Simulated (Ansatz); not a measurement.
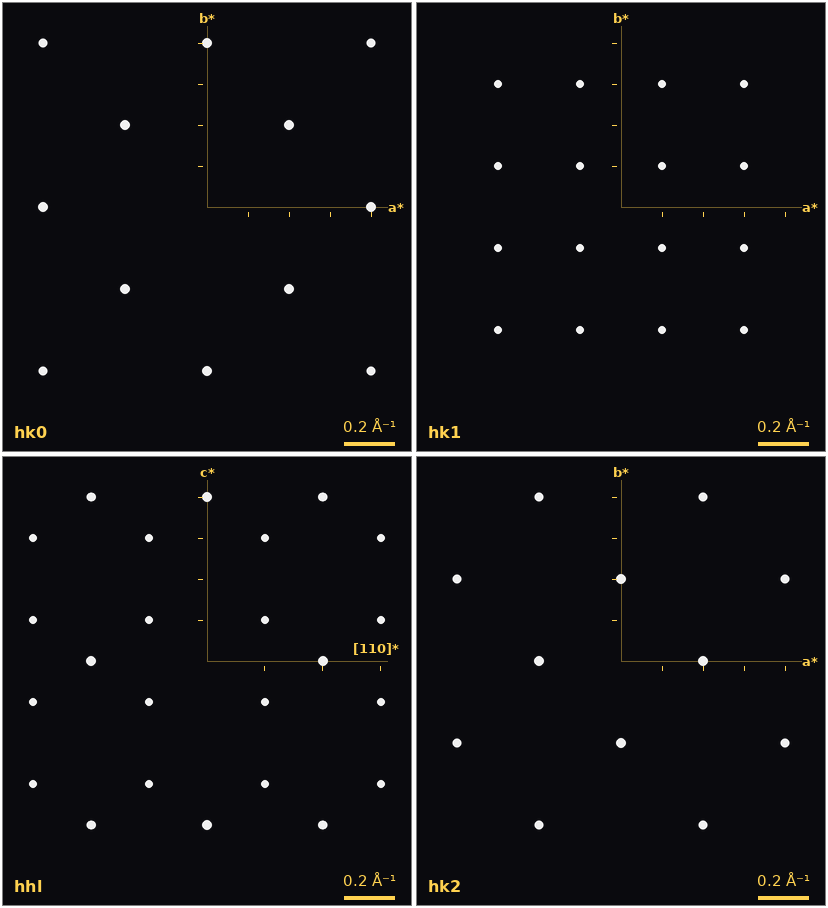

Four undistorted layers of reciprocal space, calculated for a single crystal (neutrons, kinematic |F|², B = 0.5 Å²). Tick marks count the reciprocal lattice steps of the conventional cell along each axis.

The compound is Al. Structure: the geometry relaxed with DFT, r2SCAN, plane waves (500 eV) with PAW, scalar-relativistic in Ansatz 0.2.0; the starting structure was generated, so it need not be a known form of this composition.

What cell do the layers give?

a* = 0.166, b* = 0.166, c* = 0.166 Å⁻¹; the cell is cubic with a = 6.03 Å.

Which reflection conditions do the layers show?

Reflections are present only under these conditions. hkl: h + k = 2n, h + l = 2n; hk0: h = 2n, h + k = 4n; hhl: h + l = 2n; h00: h = 4n. The lattice is face-centred (F). Further gaps, such as 2 2 2, 4 4 2, come from atoms on special positions, not from the group's general conditions.

Which space groups fit?

The intensities have Laue symmetry m-3m (the hk0 layer shows 4mm, hk1 shows 4mm). With these conditions only Fd-3m (No. 227) fits.
